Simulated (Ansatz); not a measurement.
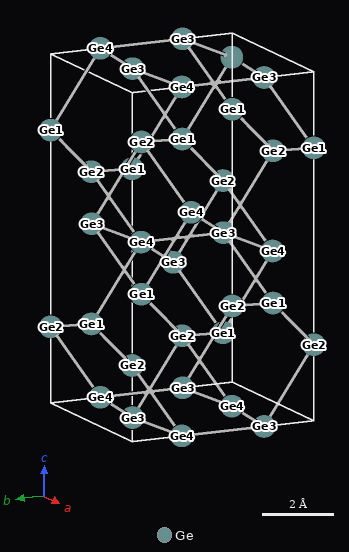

Reference structure: a crystal of Ge (set up in Fmmm) in its unrelaxed database cell. Style: ball-and-stick. Shown: the conventional cell (4 times the calculation's cell), from a free direction. Lengths and directions refer to the drawn axes.

Method: DFT PBE, scalar-relativistic, plane waves, PAW in Ansatz 0.2.0. Settings: plane-wave cutoff 420 eV; k-point mesh 12 × 12 × 12; occupations gaussian; smearing width 0.1 eV; no spin polarisation.

The variant: The cell is strained by +9.6 % along b, +2.4 % along a, −1.3 % along c (volume +10.7 %) and atoms are displaced by up to 0.18 Å (root mean square over those that move 0.15 Å) relative to the cell: Ge2 0.18 Å along −c. No relaxation follows.

What does the calculation give for the changed structure?

The energy rises by 98.7 meV per atom. The pressure goes from 0.0 to −2.7 GPa. The principal stresses (compression positive) are 1.3 GPa along c, −2.9 GPa along b, −6.6 GPa along a. The largest forces, 0.77 eV/Å, act on Ge1 and Ge2; on Ge2 it points along +c. The forces point straight back along the displacements (cosine −1.00). Some distances before and after: Ge–Ge 2.614 → 3.083 Å, Ge–Ge 2.710 → 2.878 Å, Ge–Ge 2.734 → 2.588 Å, Ge–Ge 2.644 → 2.695 Å. The space group stays Fmmm (No. 69).

Drawn alike, the variant:

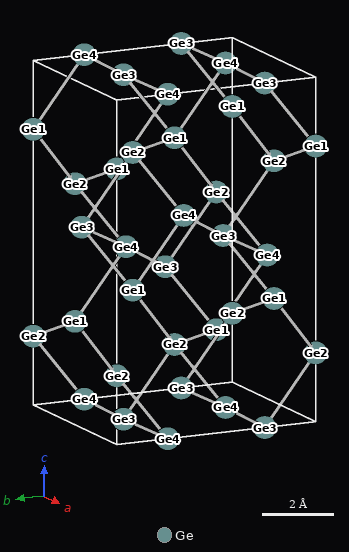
